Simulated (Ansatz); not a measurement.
Pt

```
Pt
1.0
     5.85090    0.00000    0.00000
     0.00000    5.85090    0.00000
     0.00000    0.00000    5.85090
Pt
8
Direct
  0.75000 0.25000 0.25000
  0.25000 0.75000 0.25000
  0.25000 0.25000 0.75000
  0.75000 0.75000 0.75000
  0.50000 0.00000 0.00000
  0.00000 0.50000 0.00000
  0.00000 0.00000 0.50000
  0.50000 0.50000 0.50000
```

Space group Fd-3m; set up as Pt, diamond; a generated structure, not necessarily the stable one; changed on purpose from its base cell (volume × 1.04); computed pressure about −4 GPa in this cell; spin-polarised.

The calculation used Ansatz, DFT, PBE, plane waves (420 eV) with PAW, scalar-relativistic.

Core electrons are frozen (PAW), and the valence fields are smoothed inside the atomic spheres.

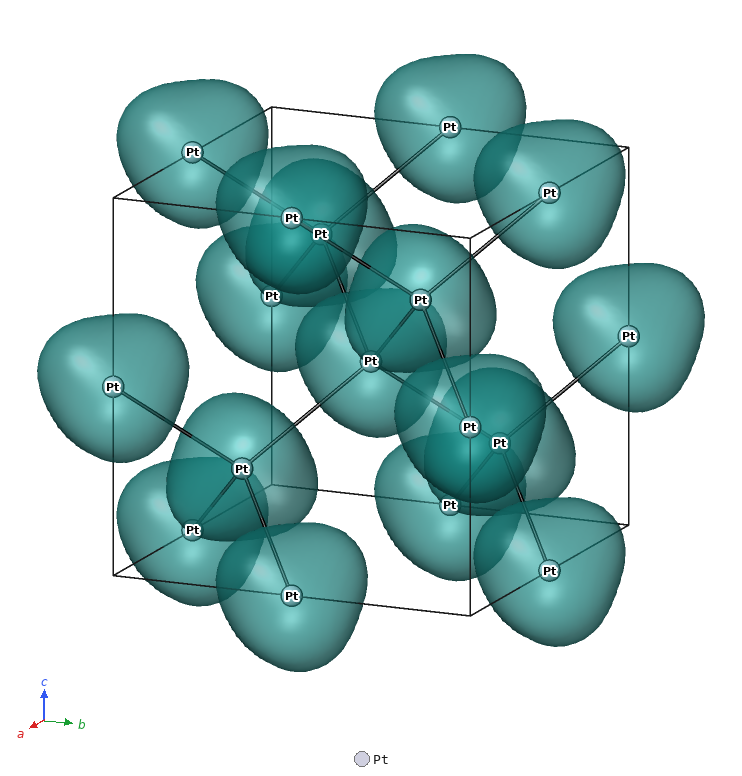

Figure 1. Isosurface of the spin density (up minus down) at +0.015 e/Å³ (teal), seen slightly off an axis. Sticks mark near contacts.

Which atoms carry the moments, and with what signs?

Answer. The spin density sits on Pt: +0.4 μB (×8) in one cell of 8 atoms: parallel main moments (a ferromagnetic arrangement) in this solution. The cell of the calculation (2 atoms) carries 0.9 μB of net spin moment.

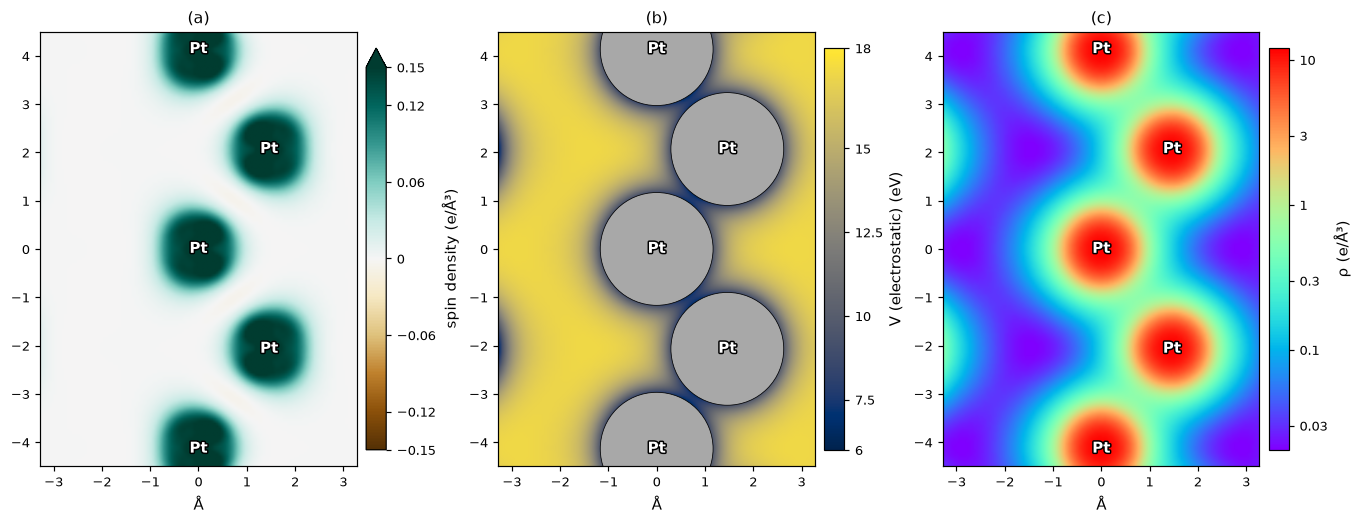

Figure 2. (a) spin density (up minus down); (b) electrostatic potential (local pseudopotential plus Hartree) felt by an electron; (c) valence charge density (pseudo) on the (110) plane of the conventional cell. Grey discs cover the atomic cores in the potential map.

Describe what can be read from this map.

Answer. The plane passes through Pt nuclei. Pt–Pt (2.53 Å): ρ at the midpoint is about 0.6 e/Å³. Between the atoms the lowest density in this plane is 0.02 e/Å³.

Metal or insulator at this level of theory?

Answer. It is metallic or semimetallic at this level of theory: no gap opens.
